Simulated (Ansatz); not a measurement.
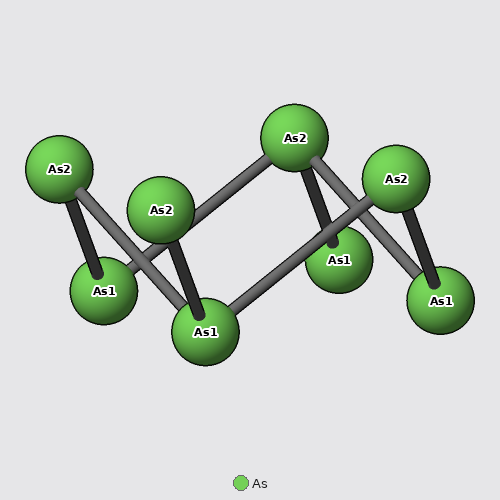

Two computed energy maps of cells of As. The picture above is the structure of the first map.

Map 1

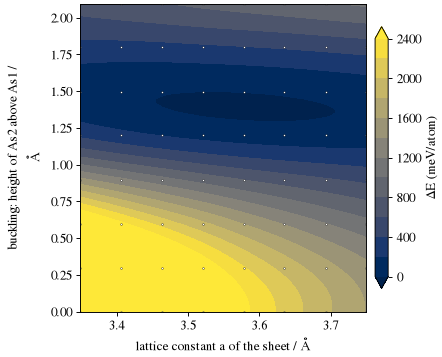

A two-dimensional sheet of As (2 atoms in the cell). 
- The lattice constant and the buckling of a sheet are varied, nothing relaxed.
- The first coordinate is: lattice constant a of the sheet (both vectors scaled alike); the second: buckling: height of As2 above As1.
- Grid: 8 × 8 points.
- Points are written as (first, second).
- All energies are given in meV/atom relative to the lowest grid point.
- The calculation used DFT PBE+D3(BJ), scalar-relativistic, plane waves, PAW (Ansatz 0.2.0). Settings: cutoff 420 eV, k-mesh 9×9×1, gaussian smearing 0.02 eV, no spin polarisation.

Drawn: filled contours, dots at the grid points, one colour for all values above the top of the scale. Between grid points the surface is interpolated.

Map 2

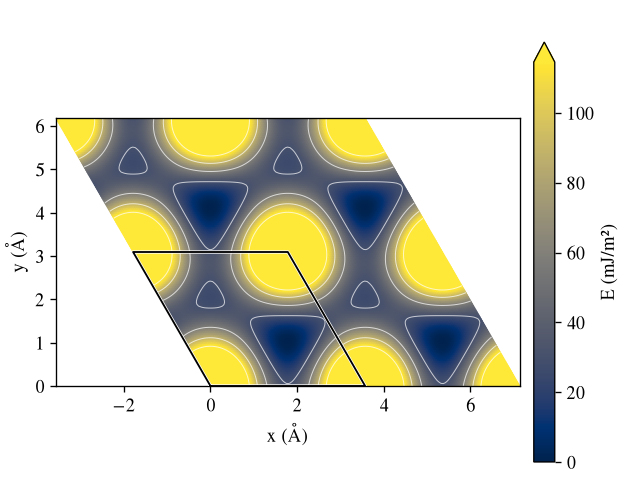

A bilayer of two As sheets (4 atoms in the cell). The upper layer of a bilayer is slid over the lower one; relaxed at each slide: nothing; the origin of the map has As3 above As2; the distance between the facing planes is held at 3.27 Å. Places are given modulo a cell vector. The map is drawn in real space over the plane of the slide. The grid has 6 × 6 points; 10 points were computed and 26 follow by symmetry. Energies are in mJ/m², from the lowest grid point. At a held distance the lowest stacking need not be the one that binds best once the distance relaxes. The calculation used Ansatz, DFT PBE+D3(BJ), scalar-relativistic, plane waves, PAW. Settings: cutoff 420 eV, k-mesh 9×9×1, gaussian smearing 0.05 eV, no spin polarisation.

The picture shows a smooth colour map with a few white contour lines, the outline of one cell of the 2 × 2 shown, one colour for all values above the top of the scale. Between grid points the surface is interpolated.

What does each map show?

Map 1: The lowest grid point is at (3.521 Å, 1.497 Å). The highest grid point, (3.348 Å, 0.000 Å), lies 4360 meV/atom above the lowest.
Map 2: The lowest grid point is at (4/6, 2/6) of the cell vectors. There is a further well near (2/6, 4/6) of the cell vectors (26 mJ/m² above the lowest at that grid point). The highest grid point, (0/6, 0/6) of the cell vectors, lies 224 mJ/m² above the lowest. On the interpolated surface the easiest way out of the lowest well to the well at (2/6, 4/6) of the cell vectors passes a barrier of about 34 mJ/m². Facing atoms of the upper layer at the lowest point: As above As of a deeper plane; at the highest: As above As.
